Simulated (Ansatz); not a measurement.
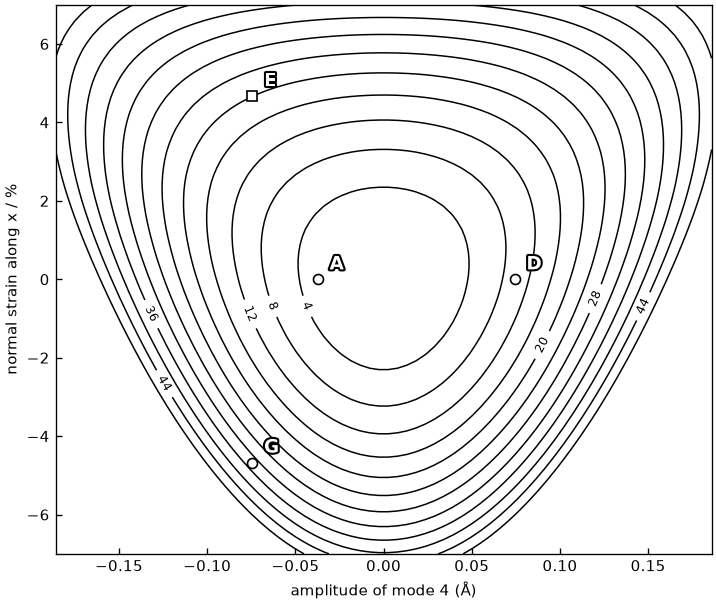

TiH (Fm-3m, No. 225; 2 atoms in the cell). The energy is mapped over a normal mode and a strain (zone-centre modes of the 2-atom cell of this scan) (x, y and z along the cube axes). Coordinates scanned: (1) amplitude of mode 4 (959 cm⁻¹), largest displacement in the unstrained cell; (2) normal strain along x. Nothing is relaxed (the pattern is fixed in fractional coordinates). Grid: 11 × 7 points; 42 points were computed and 35 follow by symmetry. Points are written as (first, second). Energies are in meV per cell, from the lowest grid point. Computed with DFT LDA, scalar-relativistic, plane waves, PAW (Ansatz). Settings: cutoff 520 eV, k-mesh 18×18×18, gaussian smearing 0.15 eV, no spin polarisation.

In the figure: contour lines labelled in meV (none above 48), lettered points. Between grid points the surface is interpolated.

**Is D the lowest point of the computed grid?**

No. D lies 10 meV above the lowest grid point, which is at (0.000 Å, 0.00 %).

**What kind of point is each of D, E, G: minimum, saddle, maximum or slope?**

D: on a slope; E: on a slope; G: on a slope. (In these two coordinates alone; a stationary point may lie a little off the grid point.)

**Rank the lettered points by energy, lowest first.**

A (2.4 meV), D (10 meV), E (20 meV), G (34 meV).
